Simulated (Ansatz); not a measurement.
## Single-point calculation, with input and output: SiC (part 2 of 2)

SiC (R-3m, 4 atoms in the cell); DFT, HSE06, plane waves, PAW, no spin polarisation (Ansatz 0.2.0); cutoff 420 eV, 6×6×6 k-mesh, Fermi–Dirac smearing of 0.02 eV. The structure was built on a prototype by a generator. The geometry comes from this level: r2SCAN (a point of a series of strains). It belongs to a series of runs on one base structure; here: biaxial_xy strain -4.9%.

Geometry of the input (Å; fractional positions):
```
1.4657  0.8462  5.3212
-1.4657  0.8462  5.3212
0.0000  -1.6925  5.3212
C  0.4503  0.4503  0.4503
Si 0.9261  0.9261  0.9261
Si 0.0739  0.0739  0.0739
C  0.5497  0.5497  0.5497
```

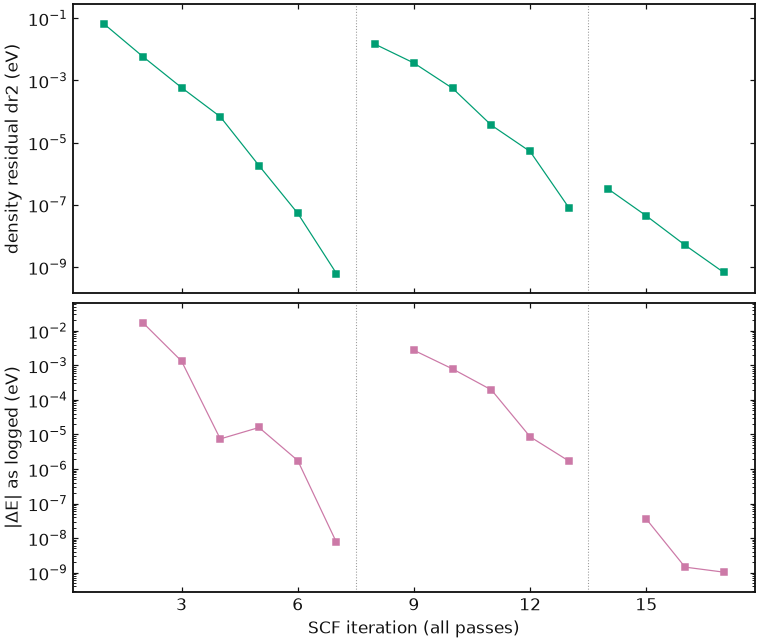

Fig. 1: Convergence of the self-consistent field: density residual dr2 and size of the energy change against the SCF iteration. The run starts with a semilocal functional; after that each stretch between dotted lines is one SCF of the hybrid functional between two exact rebuilds of the exchange operator by the outer loop. Early passes are stopped at a loose threshold. The passes take 7, 6 and 4 iterations.

```
hybrid outer 2: dexx = +1.536e-7 eV, tail = 3.09e-9 eV, Δε = 1.14e-3 eV (about 2.47e-5 eV left of the loop's levels), ΔF = 9.07e-4 eV/Å (tail 2.29e-4)
NSCF: frozen V_eff on 8 k-points
hybrid SCF converged: 2 outer / 10 inner (+7 warm-up), last move |dexx| = 1.54e-7 eV, tail = 3.09e-9 eV
Stability not checked: this state was not tested for a lower state beside it, because the functional holds exact exchange (a hybrid, or Hartree-Fock), whose exchange loop this test does not read (fock_operator; see scf.lower_state_search)
Free energy (F): -1773.726390 eV
Frozen-core exchange: fock
Harris-Foulkes:  -1773.726390 eV  (|F-HF|=1.80e-10)
Internal energy: -1773.726389 eV  (E = F + TS)
E sigma→0 (E₀):  -1773.726390 eV
Entropy (-TS):   -0.000001 eV (-0.000 meV/atom)
Fermi energy:    11.066777 eV
--- Per-component energies (eV) ---
  E_band       = 45.782681
  E_kinetic    = 278.272407
  E_local      = -253.901049  (includes V_loc(G=0)·N_el)
  E_nonlocal   = 104.805719
  E_hartree    = 88.096793
  E_xc         = -173.006660
  E_vxc        = -178.643884  (∫ρ·V_xc dr)
  E_exx        = -30.753903  (= α·E_x^exact, valence–valence)
  E_paw        = -1235.017273  (= ΣΔE_a)
  E_vpaw       = -19.436060  (= ΣTr[D̂ρ^β])
  E_aug_tail   = 0.000028  (compensation charges beyond the density's cutoff)
  E_ewald      = -552.069784
  E_core_change = -0.152669  (= ΣΔE_core)
  E_smearing   = -0.000001  (= −TS)
  E_closure    = 0.000001  (closes the sum)
  Σ components = -1773.726390   (vs F -1773.726390, Δ=0.00e0)
--- Forces (eV/Å), atoms counted from 1 ---
  atom   1  C      0.00000000    -0.00000000     0.18123365
  atom   2  Si     0.00000000     0.00000000    -0.11857741
  atom   3  Si    -0.00000000    -0.00000000     0.11857741
  atom   4  C      0.00000000     0.00000000    -0.18123365
  max |Σ_I F_I| component: 5.78e-18 eV/Å
--- Stress (GPa, compression-positive) ---
       33.505152       0.000000       0.000000
        0.000000      33.505152       0.000000
        0.000000       0.000000       3.586621
  P = ⅓ Tr σ = 23.5323 GPa (235.323 kbar)
--- Band table (eV; the first three rows and the last of 32) ---
  k-point 0: bands = ["-8.4533", "-4.2939", "-0.7158", "7.9899", "7.9899", "8.9598", "10.8567", "10.8567", "14.7346", "16.8970", "18.9426", "18.9426", "19.2898"]
  k-point 1: bands = ["-7.8965", "-3.8011", "-0.1119", "5.7650", "7.3892", "8.5787", "8.8475", "10.1150", "15.1602", "17.0182", "17.3890", "19.4247", "19.5794"]
  k-point 2: bands = ["-6.3501", "-2.4280", "0.8516", "2.8091", "4.9353", "6.4413", "7.7672", "9.0104", "14.2373", "15.9132", "17.1997", "17.4031", "19.8623"]
  k-point 31: bands = ["-8.0565", "-5.7250", "2.8660", "4.4841", "7.9805", "7.9805", "10.8427", "10.8427", "16.7896", "18.2646", "18.5154", "18.5154", "19.4504"]
```

File bands.tsv
```
# k_distance	band_0	band_1	band_2	band_3	band_4	band_5	band_6	band_7	band_8	band_9	band_10	band_11	band_12
# fermi_ev = 11.066778
# lock_threshold_ev = 1e-6
# [0, 0, 0] at k_distance = 0.000000
# [0.5, 0.5, 0.5] at k_distance = 0.590389
# [0.8146824084, 0.1853175916, 0.5] at k_distance = 1.939336
# [0.5, -0.1853175916, 0.1853175916] at k_distance = 2.356578
# [0.5, 0, 0] at k_distance = 3.150978
# [0.3426587958, -0.3426587958, 0] at k_distance = 3.912112
# [0.6573412042, 0, 0.3426587958] at k_distance = 4.311748
# [0.5, 0, 0.5] at k_distance = 4.986222
# levels_relative_to = fermi_ev
# free_energy_ev = -1773.726390
# largest_residual_norms_ev = 1.263e-4 2.800e-4 2.295e-4 4.151e-4 2.780e-4 3.618e-4 4.752e-4 4.756e-4 6.451e-4 1.010e-3 6.455e-4 8.176e-4 8.725e-4
0.000000	-19.520116	-15.360682	-11.782627	-3.076919	-3.076919	-2.106974	-0.210083	-0.210083	3.667837	5.830208	7.875815	7.875815	8.223011
0.590389	-19.123231	-16.791789	-8.200779	-6.582707	-3.086232	-3.086232	-0.224056	-0.224056	5.722852	7.197857	7.448657	7.448657	8.383667
1.939336	-15.412884	-11.640923	-10.102194	-10.029673	-7.566407	-6.597881	-5.798060	-2.987962	2.021693	2.935250	7.293485	8.635165	9.919882
2.356578	-15.412884	-11.640923	-10.102194	-10.029673	-7.566407	-6.597881	-5.798060	-2.987962	2.021693	2.935250	7.293485	8.635165	9.919882
3.150978	-16.008915	-12.598741	-11.347976	-8.506476	-6.985262	-5.018219	-4.928793	-2.499939	2.616844	4.538342	4.649556	7.544353	8.691493
3.912112	-15.393175	-11.538067	-10.254138	-9.893747	-7.714868	-6.358555	-6.095811	-3.057175	1.951696	3.487288	6.484848	9.243293	10.033497
4.311748	-15.393175	-11.538067	-10.254138	-9.893747	-7.714868	-6.358555	-6.095811	-3.057175	1.951696	3.487288	6.484848	9.243293	10.033497
4.986222	-15.965931	-12.358659	-11.416108	-9.929398	-6.359838	-5.207296	-2.194794	-2.029434	0.188649	3.011727	4.974957	6.900973	6.953511
```

File v_z.tsv
```
# z_ang	v_es[eV]	v_tot[eV]
# format = ansatz-planar-average/11
# xc	hse06
# density_cutoff_ev	1680
# datasets	C=:simpson_from_first_knot:soft:fock:shift=0	Si=:simpson_from_first_knot:soft:fock:shift=0
# lattice	1.465741660	0.846246342	5.321227347
# lattice	-1.465741660	0.846246342	5.321227347
# lattice	0.000000000	-1.692492685	5.321227346
# sites	4
# site	6	0.000000000	-0.000000000	7.189189381
# site	14	0.000000000	-0.000000000	14.784520306
# site	14	0.000000000	-0.000000000	1.179161734
# site	6	0.000000000	-0.000000000	8.774492659
0.000000	-1.668365e0	-1.109469e1
0.279195	-1.302839e0	-1.072142e1
0.558390	-2.815395e-1	-9.677049e0
0.837586	1.191255e0	-8.205750e0
1.116781	2.710996e0	-6.735475e0
1.395976	3.771160e0	-5.710040e0
1.675171	4.145837e0	-5.360990e0
1.954367	3.874023e0	-5.708334e0
2.233562	3.153226e0	-6.505592e0
2.512757	2.409597e0	-7.284806e0
2.791952	2.107039e0	-7.598478e0
3.071148	2.409597e0	-7.284806e0
3.350343	3.153226e0	-6.505592e0
3.629538	3.874023e0	-5.708334e0
3.908733	4.145837e0	-5.360990e0
4.187929	3.771160e0	-5.710040e0
4.467124	2.710996e0	-6.735475e0
4.746319	1.191255e0	-8.205750e0
5.025514	-2.815395e-1	-9.677049e0
5.304709	-1.302839e0	-1.072142e1
```

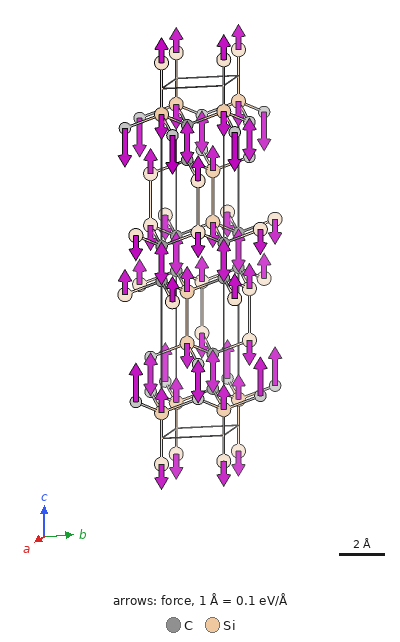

Fig. 2: Forces on the atoms as pink arrows (ball-and-stick view of the cell 3 times as large as that of the calculation, set on its symmetry axes, seen slightly off an axis; neighbours outside the cell are drawn fainter). The largest act on C1, C4 (0.18 eV/Å); Si2, Si3 (0.12 eV/Å). Atoms are counted from 1 in the order of the input and aren't labelled in the picture. The geometry is not a stationary point of this energy.

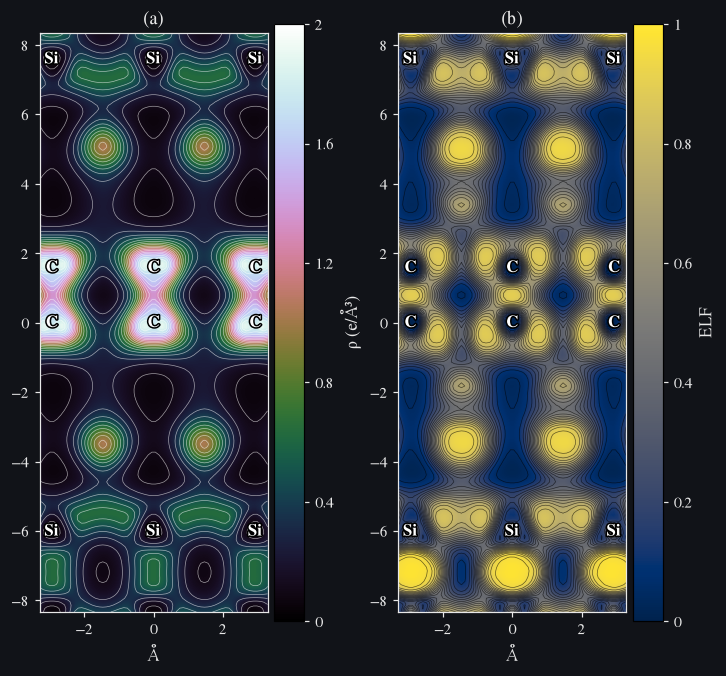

Fig. 3: (a) valence charge density (pseudo); (b) electron localisation function on the (010) plane of the conventional cell. Atoms in the plane: C and Si. Away from the nuclei the density in this plane falls to 0.06 e/Å³ at its lowest. In a PAW calculation such maps are meaningful between the atoms, not at the nuclei.

Results in brief

- outcome: converged
- space group (tolerance 0.01 Å): R-3m (166)
- electrons treated: 16
- free energy: −1773.7264 eV
- Fermi energy: 11.067 eV
- band gap: 0.40 eV
- pressure: 23.53 GPa
- largest force (length of the vector): 0.181 eV/Å
- wall time: 49 s (CPU time 2.6 min)
- peak memory: 1.2 GiB

Notes

The program warns: the exchange loop's threshold is looser than advised for the stress; the SCF threshold is looser than advised for the printed stress.
